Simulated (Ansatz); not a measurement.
Consider Zn5S4 (slab).

Input

```
crystal:
  lattice:
    - [3.7876303076, 0.0, 0.0]
    - [0.0, 3.7876303076, 0.0]
    - [0.0, 0.0, 25.7130363004]
  atoms:
    - { symbol: Zn, position: [0.5, 0.5, 0.2916808389] }
    - { symbol: S, position: [0.5, 0.0, 0.3437606292] }
    - { symbol: Zn, position: [0.0, 0.0, 0.3958404195] }
    - { symbol: S, position: [0.0, 0.5, 0.4479202097] }
    - { symbol: Zn, position: [0.5, 0.5, 0.5] }
    - { symbol: S, position: [0.5, 0.0, 0.5520797903] }
    - { symbol: Zn, position: [0.0, 0.0, 0.6041595805] }
    - { symbol: S, position: [0.0, 0.5, 0.6562393708] }
    - { symbol: Zn, position: [0.5, 0.5, 0.7083191611] }
basis:
  ecutwfc: 420
kpoints:
  mp_grid: { grid: [7, 7, 1] }
hamiltonian:
  xc: pbesol
scf:
  occupations: { method: gaussian, width: 0.05 }
output:
  forces: true
  eigenvalues: true
  write_density: true
  write_potential: true
  elf: true
  volumetric_format: npy
relax:
  adjacent_minimum: "off"
  f_tol: 0.02
  max_steps: 60
efield:
  axis: 3
  dipole_correction: true
  ramp_width: 0.04
```

Run with:

```sh
ansatz run input.yaml --threads 1 --pin off --max-ram 2560MiB --backend cpu --events-out ev --progress --plain --runs-dir out
```

The fields are those of the relaxed geometry.

Level of theory: DFT PBEsol, scalar-relativistic, plane waves, PAW in Ansatz 0.2.0.

Predict the valence pseudo-density and electron localisation function between the atoms.

Answer. Zn–S (2.35 Å): ρ is about 0.5 e/Å³ halfway; the ELF peaks at about 0.90 in the valence shell of S, 0.8 Å from its nucleus, and is about 0.55 at the midpoint.

Metal or insulator at this level of theory?

Answer. It is metallic or semimetallic at this level of theory: no gap opens.

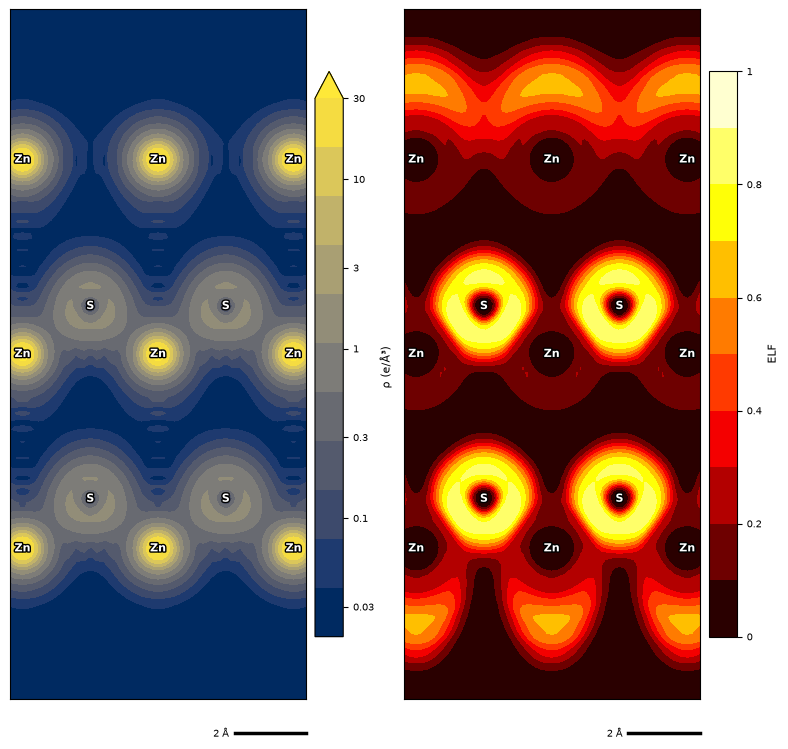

Computed valence pseudo-density and electron localisation function on the (100) plane of the calculation cell, a cut from vacuum to vacuum, in this order. 
